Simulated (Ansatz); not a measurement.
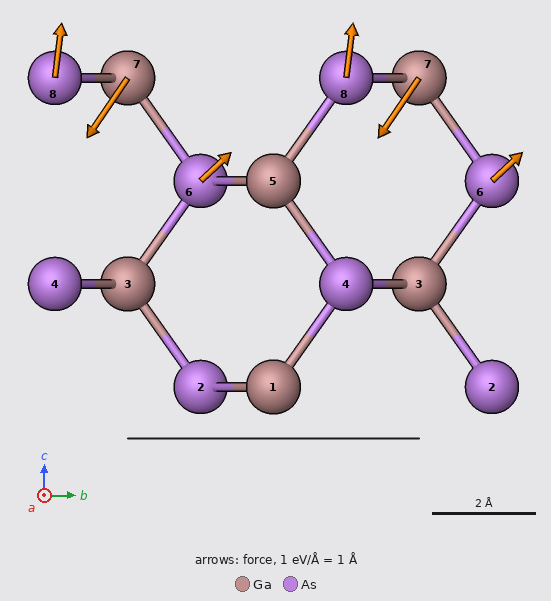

Starting geometry of a slab of composition GaAs (cut from the F-43m phase) with the computed forces as orange arrows. The picture is a ball-and-stick view of the cell of the calculation, outlined in the plane, without the vacuum, seen along the a axis.

Case: clean slab, lower half held. The slab is the (1 1 0) face of GaAs. 4 atoms are held fixed.

Computed with Ansatz 0.2.0, DFT PBEsol, scalar-relativistic, plane waves, PAW. (plane-wave cutoff 420 eV; k-point mesh 7 × 5 × 1; occupations gaussian; smearing width 0.05 eV; no spin polarisation; dipole correction; atoms relaxed in a fixed cell; force threshold 0.03 eV/Å; at most 70 steps)

Question: What follows when this structure is relaxed?

Answer: It isn't relaxed: the largest force vector, on Ga7, is 1.43 eV/Å. The final displacements follow the starting forces only in part (cosine between the two patterns 0.84). Over 4 accepted moves (5 points after the start) the energy falls by 0.557 eV per cell of the calculation. Largest force component: 1.2 eV/Å at the start, 0.019 eV/Å at the end. 1 step only repeated the SCF at the same geometry. Ga7 moves most: 0.54 Å at 40° to the normal (−c side). Largest moves by element: Ga 0.54 Å, As 0.27 Å. The cell doesn't change. Among the contacts that change: As4–Ga5 2.450 → 2.528 Å, As6–Ga7 2.450 → 2.404 Å, Ga7–As8 2.450 → 2.423 Å, Ga3–As6 2.450 → 2.477 Å. Bond angles that change, for instance: Ga5–As8–Ga7 109.5° → 91.2°, Ga3–As6–Ga7 109.5° → 95.1°, As6–Ga7–As8 109.5° → 123.4°.
